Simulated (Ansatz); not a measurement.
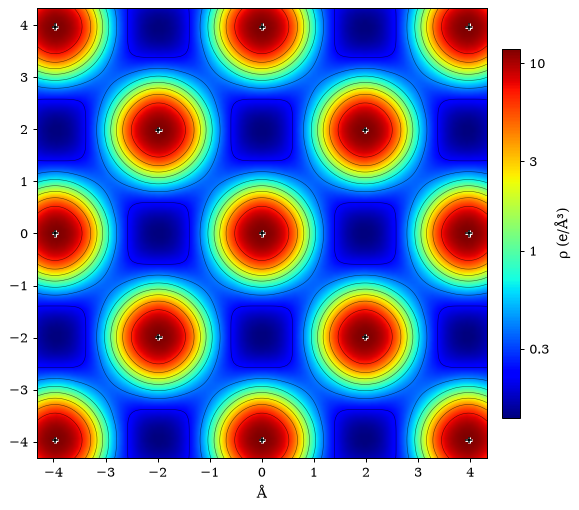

The valence pseudo-density on a plane through atoms (crosses mark nuclei in the plane).

Computed with DFT PBE, scalar-relativistic, plane waves, PAW (Ansatz).

Candidates:
A. TiN (slab), a = 3.00 Å, b = 3.00 Å, c = 21.13 Å, α = 90.00°, β = 90.00°, γ = 120.00°. Computed without spin polarisation.
B. Pt, a = 3.97 Å, b = 3.97 Å, c = 3.97 Å, α = 90.00°, β = 90.00°, γ = 90.00°. Space group Fm-3m.

Question: Which candidate gave the map?

Answer: Candidate B: Pt on the (100) plane of the conventional cell, which holds Pt. Pt–Pt (2.81 Å): ρ at the midpoint is about 0.35 e/Å³.
